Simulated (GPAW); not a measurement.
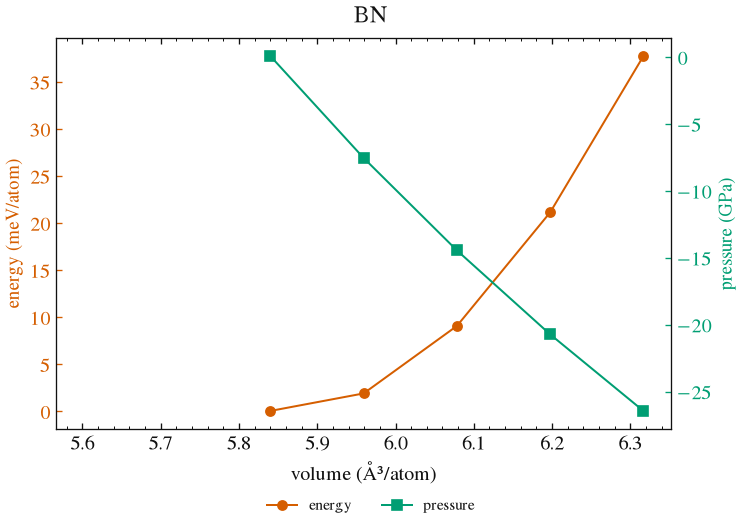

The picture above shows the energy and pressure against volume for BN, space group F-43m (No. 216).

Cell as given: a = 2.564 Å, b = 2.564 Å, c = 2.564 Å, α = 60.00°, β = 60.00°, γ = 60.00°; 2 atoms.

How it was computed, with GPAW 26.7.0: PAW DFT in plane waves, on a grid or in atomic orbitals, no spin polarisation; energies at scaled volumes of the given cell, shape and fractions fixed, counted from the fit's minimum, third-order Birch-Murnaghan fit. Level: PBEsol.

- k mesh: 13×13×13
- occupations: Fermi–Dirac
- smearing width: 0.05 eV
- potentials: PAW data sets made by gpaw setup for the functional
- wave cutoff: 800 eV
- program settings: basis pw

The points at volume 5.6017 Å³/atom and 5.7209 Å³/atom are left out of the plot. What values does the calculation give there?

| volume (Å³/atom) | energy (meV/atom) | pressure (GPa) |
| --- | --- | --- |
| 5.6017 | 14.95 | 17.65 |
| 5.7209 | 4.27 | 8.45 |
